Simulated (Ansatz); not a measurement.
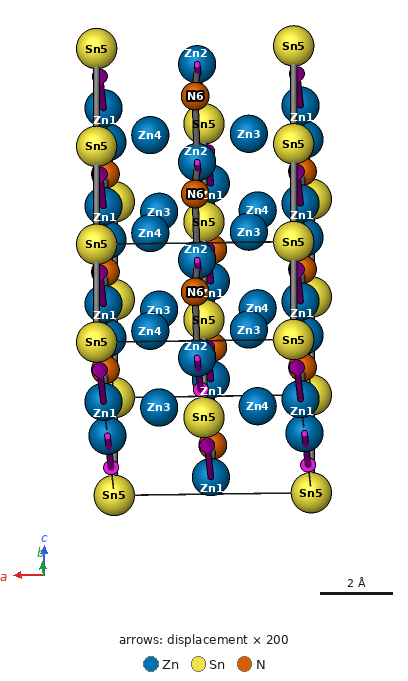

This is a relaxation of a crystal of Zn$_{4}$SnN (a generated structure, set up in Cmmm) (coarse preliminary run). The starting structure is drawn; purple arrows show the displacements (the part carried along by the change of the cell is left out), magnified 200 times.

The picture is a ball-and-stick view of the conventional cell (2 times the calculation's cell), repeated 1 × 1 × 3 with one cell outlined, seen from a free direction. Lengths and directions refer to the drawn axes.

The calculation used DFT PBE, scalar-relativistic, plane waves, PAW in Ansatz. Settings: plane-wave cutoff 420 eV; k-point mesh 4 × 4 × 6; occupations gaussian; smearing width 0.1 eV; no spin polarisation; cell and atoms relaxed; force threshold 0.04 eV/Å; at most 70 steps.

Q: What did the optimiser do to the structure, and how much energy did it gain?

A: The largest moves relative to the cell, 0.015 Å, are those of Zn1 and Zn2. Zn2 goes along −b. Sn and N stay in place. The drawn cell changes as follows: a 5.548 → 5.473 Å (−1.4 %), b 12.695 → 12.184 Å (−4.0 %), c 2.928 → 3.076 Å (+5.1 %); the volume changes by −0.5 %. Near-neighbour distances that change, for instance: Sn5–Sn5 2.928 → 3.076 Å, Zn1–N6 2.031 → 2.057 Å. Among the angles between lasting bonds that change: N6–Zn1–N6 92.3° → 96.8°, Zn1–N6–Zn1 92.3° → 96.8°, Zn1–N6–Zn2 87.7° → 83.2°. The space group stays Cmmm (No. 65). Over 3 accepted moves (4 points after the start) the energy falls by 9.3 meV per atom. Largest force component: 0.019 eV/Å at the start, 0.0053 eV/Å at the end. Pressure: 0.68 GPa at the start and 0.14 GPa at the end. The SCF was repeated once at an unchanged geometry on a basis and grid sized afresh for the cell, which shifted the energy by 0.3 meV per atom at most. Cost: 52 s on 1 thread of Intel(R) Xeon(R) Processor @ 2.70GHz, with other jobs on the host, peak memory 0.47 GiB.

Limits of the set-up: layers or molecules are held without a dispersion correction, so their spacing is unreliable.
